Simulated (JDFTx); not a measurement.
# Energy of PtSe2 along an even scaling of the cell

System: PtSe2 (P-3m1, 3 atoms in the cell).
Method: Kohn-Sham DFT of a periodic cell, PBEsol, PseudoDojo-SR-PBEsol-0.4.1-standard, no spin polarisation (JDFTx 1.7.0 (patched build)).

The 7 runs differ only in the geometry, by an even scaling of the cell at fixed fractional positions. The structure derives from an entry of the Crystallography Open Database.

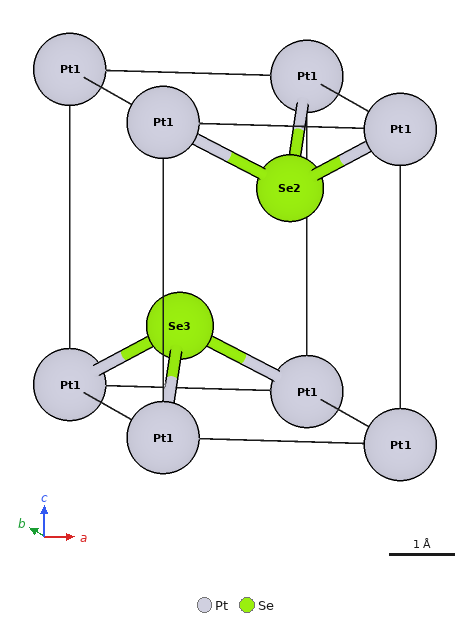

Figure 1. The structure of run 4 (ball-and-stick view of the cell of the calculation, seen slightly off an axis; atoms are numbered from 1 in the order of the input). An atom can appear more than once, as a periodic image.

## Input of run 4
```
lattice \
    7.0373400881    -3.5186700441     0.0000000000 \
    0.0000000000     6.0945152914     0.0000000000 \
    0.0000000000     0.0000000000     9.5657936429
coords-type Lattice
ion Pt     0.0000000000     0.0000000000     0.0000000000 1
ion Se     0.6666666667     0.3333333333     0.7500000000 1
ion Se     0.3333333333     0.6666666667     0.2500000000 1

ion-species pseudo/Pt.upf
ion-species pseudo/Se.upf
elec-cutoff 43 344
elec-ex-corr gga-PBEsol
kpoint-folding 8 8 5
elec-smearing Fermi 0.0018374661
elec-n-bands 33
electronic-SCF nIterations 100 energyDiffThreshold 1e-09
electronic-minimize nIterations 30 energyDiffThreshold 1e-7
forces-output-coords Cartesian

dump-name run.$VAR
dump End Ecomponents EigStats BandEigs Kpoints Forces Stress
```

Command:
```bash
jdftx -c 1 -i PtSe2.in -o PtSe2.out
```

Lattice vectors (Å) and fractional positions of run 4:
```
   3.724000    0.000000    0.000000
  -1.862000    3.225079    0.000000
   0.000000    0.000000    5.062000
Pt  0.000000  0.000000  0.000000
Se  0.666667  0.333333  0.750000
Se  0.333333  0.666667  0.250000
```

Run 2 differs from it as follows:
```diff
-    7.0373400881    -3.5186700441     0.0000000000 \
-    0.0000000000     6.0945152914     0.0000000000 \
-    0.0000000000     0.0000000000     9.5657936429
+    6.9422292385    -3.4711146194     0.0000000000 \
+    0.0000000000     6.0121468794     0.0000000000 \
+    0.0000000000     0.0000000000     9.4365103130
```

## Results, with one run withheld

```csv
run,volume per atom (Å³),"free energy per atom, from the lowest run given (meV)",pressure (GPa)
1,19.049,52.46,11.85
2,19.455,?,?
3,19.860,10.60,4.94
4,20.265,1.83,2.03
5,20.671,0.00,−0.56
6,21.076,4.36,−2.86
7,21.481,14.21,−4.91
```

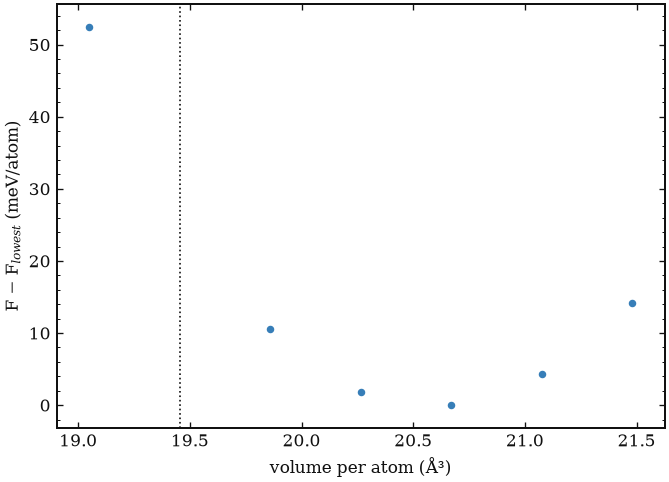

Figure 2. Free energy per atom of the runs given; the dotted line marks run 2.

Fit the runs given and predict run 2.

A cubic polynomial in V^(−2/3) (the Birch–Murnaghan form), fitted to the 6 runs given, misses them by at most 0.01 meV per atom. With x = V^(−2/3) − 0.13406 Å⁻², it reads F = 0.70165 + 1886.8 x + 1.0452e+06 x² + 3.2404e+06 x³ (meV per atom). At run 2 it gives 27.13 meV per atom, and the run itself gives 27.16. The slope of the fit gives a pressure −dF/dV of 8.20 GPa there, and the run prints 8.19 GPa. The fit has its minimum at 20.581 Å³ per atom, where V d²F/dV² gives 127 GPa. Cell shape and fractional positions are held, so this is the stiffness under even scaling; the relaxed bulk modulus wasn't computed and can be far lower in a crystal of layers, chains or molecules like this one.

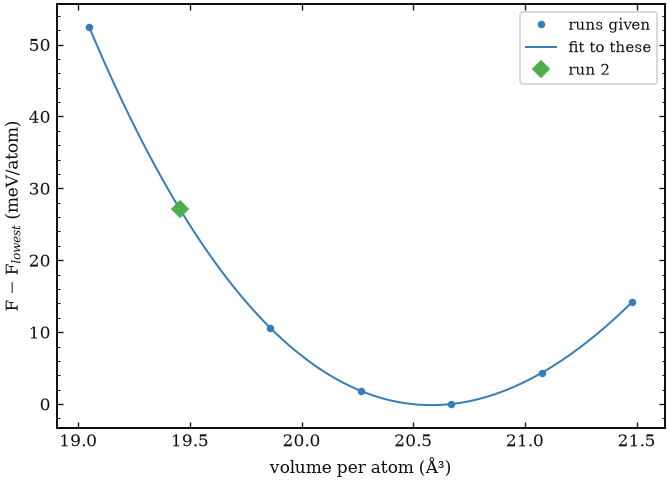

Figure 3. The fit and the withheld run.

## Some lines of the output (run 2)
```
[...]
unit cell volume = 393.858
     Etot =     -344.0863479350007310
        F =     -344.0865688596232985
	HOMO-LUMO gap: +0.006582
	Optical gap  : +0.017944 at state 9 ( [ +0.000000 +0.250000 +0.200000 ] spin 0 )
```

Notes: Spin–orbit coupling is left out, which matters for Pt.
